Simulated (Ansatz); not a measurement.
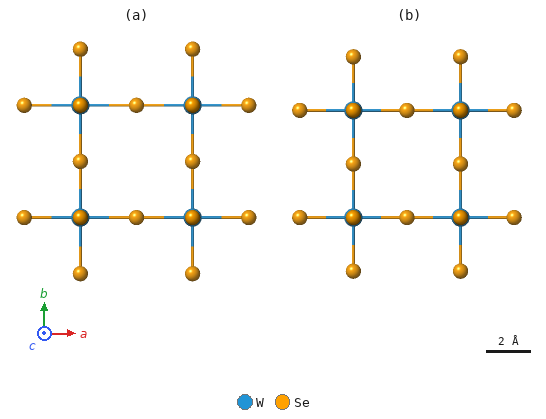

The structure of a crystal of WSe$_{3}$ (a generated structure, set up in Pm-3m) before (left) and after (right) a relaxation, at one scale.

Style: ball-and-stick. Shown: the cell of the calculation, along the c axis.

Theory: Ansatz 0.2.0, DFT PBE, scalar-relativistic, plane waves, PAW. Set-up: plane-wave cutoff 420 eV; k-point mesh 8 × 8 × 8; occupations gaussian; smearing width 0.1 eV; no spin polarisation; cell and atoms relaxed; force threshold 0.005 eV/Å; at most 80 steps.

> What changed between the two?

The atoms keep their places relative to the cell (all moves are under 0.005 Å). The drawn cell changes as follows: a = b = c 5.176 → 4.943 Å (−4.5 %); the volume changes by −13.0 %. Near-neighbour distances that change, for instance: Se–W 2.588 → 2.471 Å. The space group stays Pm-3m (No. 221). The energy falls by 121 meV per atom in 3 accepted moves (4 points after the start). All forces vanish by symmetry, so only the cell relaxes. The pressure goes from −7.55 to −0.01 GPa. At 1 point the geometry stayed and the basis and grid were re-selected for the new cell (energy shift of 0.4 meV per atom at most each time).
